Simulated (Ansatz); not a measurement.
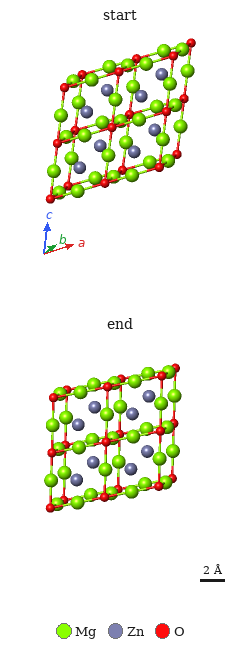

The structure of crystalline Mg$_{3}$Zn$_{2}$O (a generated structure, set up in R-3m) (coarse preliminary run) before (top) and after (bottom) a relaxation, at one scale.

The picture is a ball-and-stick view of the cell of the calculation, repeated 2 × 1 × 2 with one cell outlined, seen slightly off an axis.

The calculation used Ansatz, DFT PBE, scalar-relativistic, plane waves, PAW. Settings: plane-wave cutoff 420 eV; k-point mesh 6 × 6 × 6; occupations gaussian; smearing width 0.1 eV; no spin polarisation; cell and atoms relaxed; force threshold 0.04 eV/Å; at most 70 steps.

Question: Describe what moved and what it gained.

Answer: The largest moves relative to the cell, 0.095 Å, are those of Zn atoms. O and Mg stay in place. The drawn cell changes as follows: a = b = c 4.785 → 4.666 Å (−2.5 %), α 66.5° → 77.3°, β 66.5° → 77.3°, γ 66.5° → 77.3°; the volume changes by +7.8 %. Among the contacts that change: Zn–Zn 2.875 → 2.318 Å, Mg–Mg 2.622 → 2.914 Å, Mg–O 2.392 → 2.333 Å. Bond angles that change, for instance: Mg–O–Mg 113.5° → 102.7°, Mg–O–Mg 66.5° → 77.3°. The space group stays R-3m (No. 166). After 7 accepted moves (9 points after the start) the energy has fallen by 331 meV per atom. The largest force component goes from 0.63 to 0.00025 eV/Å. Pressure: 5.46 GPa at the start and 0.11 GPa at the end. At 2 points the geometry stayed and the basis and grid were re-selected for the new cell (energy shift of 7.6 meV per atom at most each time).
